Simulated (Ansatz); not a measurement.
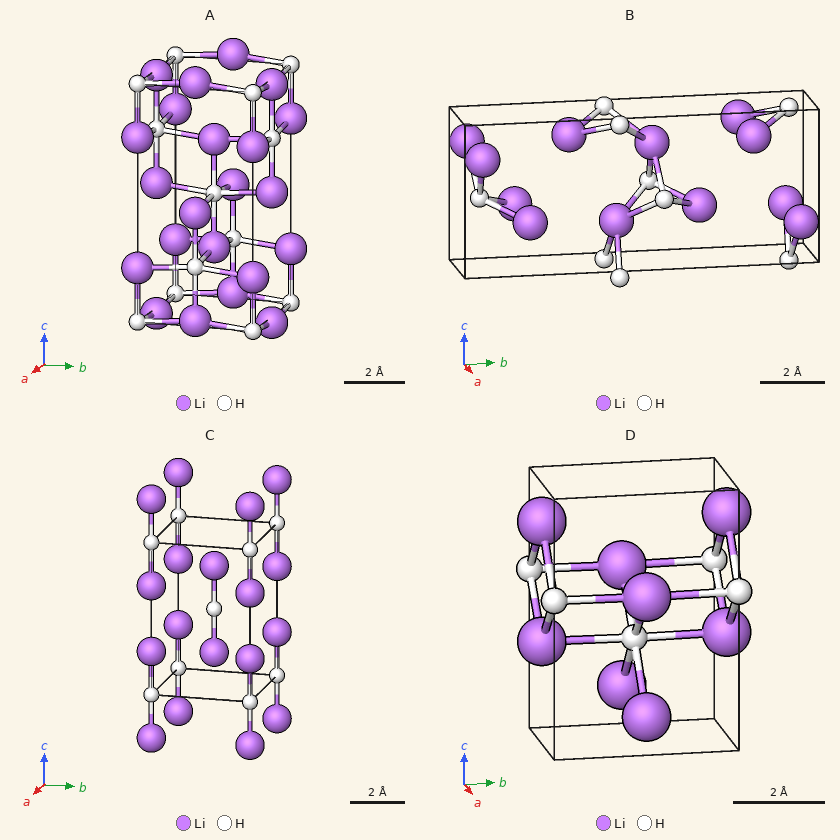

Four structures of Li₂H, each relaxed to rest (conventional cells in solid outline, small ones repeated, each panel with its own scale). Method: Ansatz, DFT PBE, scalar-relativistic, plane waves, PAW, without spin polarisation.

Question: Name the structure in each panel.

Answer: A: 12 atoms a cell on a body-centred tetragonal lattice, I4_1/amd; B: 12 atoms a cell on a base-centred orthorhombic lattice, Cmc2_1; C: 6 atoms a cell on a body-centred tetragonal lattice, I4/mmm; D: 6 atoms a cell on a primitive orthorhombic lattice, Pmmn.

Question: Which of these is lowest in energy, and how far above it do the others lie?

Answer: D, then A (+8 meV/atom), B (+38 meV/atom) and C (+503 meV/atom), energies at zero smearing.

Question: Collect the results in a table.

Answer:
| panel | structure | E − E(lowest) (meV/atom) | volume (Å³/atom) | gap (eV) |
| --- | --- | --- | --- | --- |
| D | Pmmn | 0 | 11.8 | metal |
| A | I4_1/amd | 8 | 11.7 | metal |
| B | Cmc2_1 | 38 | 11.9 | metal |
| C | I4/mmm | 503 | 14.6 | metal |

Some of these may be structure types tried for this composition rather than known phases, and the most stable form need not be among them. Gaps are taken on the k-mesh or band path of each run.
